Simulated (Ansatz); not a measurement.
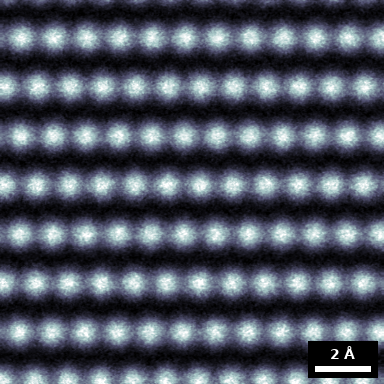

HAADF-like image of a crystal. Simulated incoherent Z contrast: every atom adds Z^1.7 spread by a probe of 0.85 Å full width; channelling and multiple scattering are left out. The probe carries 15 % of its weight in a tail 2.5 times as wide. Shot noise and a slight drift were added.

Question: What two-dimensional lattice does the image show, and how large is its cell?

Answer: The pattern repeats on a centred rectangular net of 1.2 × 3.6 Å.

Question: What is the plane group of the image?

Answer: c2mm: perpendicular mirror lines on a centred net, with further twofold points between them.

Question: How many columns does the smallest repeating cell hold, and how many levels of brightness?

Answer: 1 column in the primitive cell of 2.1 Å², all of one brightness.

The crystal is Si (Pm-3m, No. 221) seen along [221]. Structure used: the input geometry of a calculation; the starting structure was generated, so it need not be a known form of this composition.
